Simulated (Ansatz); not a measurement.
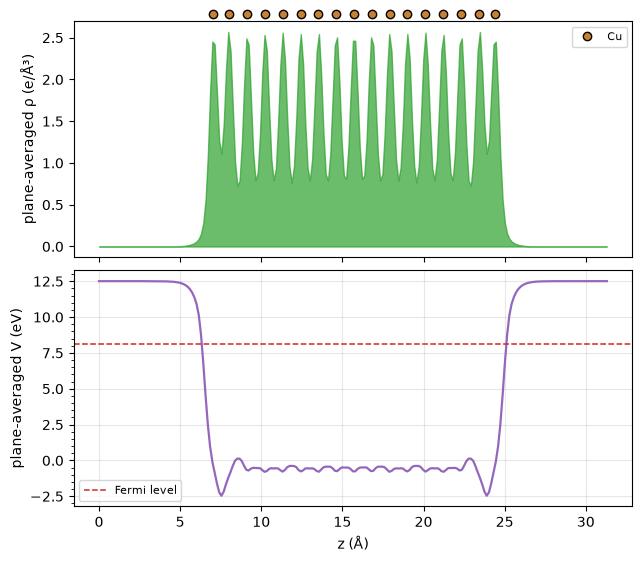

Figure 1: Cu (slab). Plane average of the electrostatic potential (local pseudopotential plus Hartree) felt by an electron and of the valence electron density across the slab. Circles mark the heights of the atoms.

Computed without spin polarisation.

Level of theory: Ansatz 0.2.0, DFT PBE, scalar-relativistic, plane waves, PAW.

In a PAW calculation such maps are meaningful between the atoms, not at the nuclei.

Q: Read off the work function of this surface.

A: The potential is flat in the vacuum, 4.40 eV above the Fermi level; this is the work function, the same on both faces.

Q: How thick is the slab, and how wide the vacuum?

A: The outermost nuclei are 17.4 Å apart, in 17 atomic planes; the vacuum between periodic images is 14.1 Å wide.
